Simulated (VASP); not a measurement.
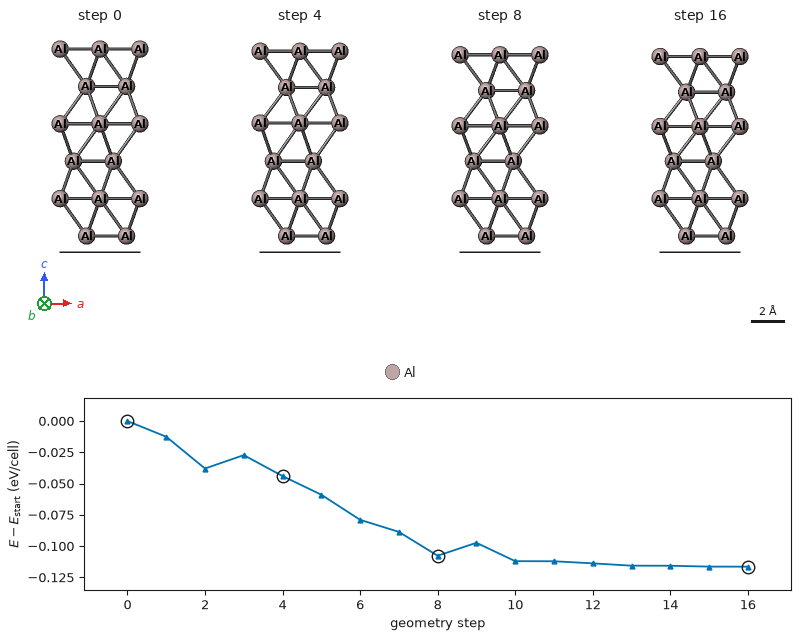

Frames of a relaxation of a slab of composition Al, marked on the history of the run. The picture is a ball-and-stick view of the 2 × 2 repeat of the cell, outlined in the plane, without the vacuum, seen along the b axis.

The run lets the atoms move in a fixed cell. 3 atoms are held fixed.

Computed with Kohn-Sham DFT of a periodic cell, RPBE with D3(BJ), VASP PAW PBE potentials, recommended in VASP 6.6.1.

Input
```
  PREC = Accurate
  ENCUT = 520
  EDIFF = 1E-7
  ISMEAR = -1
  SIGMA = 0.05
  LREAL = F
  LASPH = T
  NELM = 100
  ALGO = Normal
  ISIF = 2
  LWAVE = F
  LCHARG = F
  LDIPOL = T
  IDIPOL = 3
  DIPOL = 0.5 0.5 0.500
  GGA = RP
  IVDW = 12
  IBRION = 2
  NSW = 40
  EDIFFG = -0.01
```

Run as
```bash
cat potpaw_PBE.64/Al/POTCAR > POTCAR
mpirun -np 1 vasp_std > vasp.out
```

What happens along the run?

The atom that moves furthest is an Al atom (0.46 Å along the normal (−c)). The cell stays as it was. Some distances before and after: Al–Al 2.817 → 2.669 Å, Al–Al 2.817 → 2.729 Å. The energy falls by 0.116 eV per cell of the calculation in 16 geometry steps. Largest force component: 0.53 eV/Å at the start, 0.71 eV/Å at the end. From step 0 to 4: an Al atom moves most (0.14 Å), energy −44.0 meV per cell of the calculation. From step 4 to 8: an Al atom moves most (0.21 Å), energy −63.7 meV per cell of the calculation. From step 8 to 16: an Al atom moves most (0.11 Å), energy −8.8 meV per cell of the calculation.

```csv
step,"E − E(0), meV/atom","largest force component, eV/Å"
0,0.00,0.5307
1,-2.09,0.5229
2,-6.32,0.4994
3,-4.54,0.8028
4,-7.33,0.4821
5,-9.82,0.4639
6,-13.16,0.5430
7,-14.77,0.4471
8,-17.94,0.5535
9,-16.22,0.9568
10,-18.67,0.6687
11,-18.68,0.6861
12,-18.96,0.6841
13,-19.27,0.6815
14,-19.28,0.6814
15,-19.39,0.7108
16,-19.40,0.7051
```
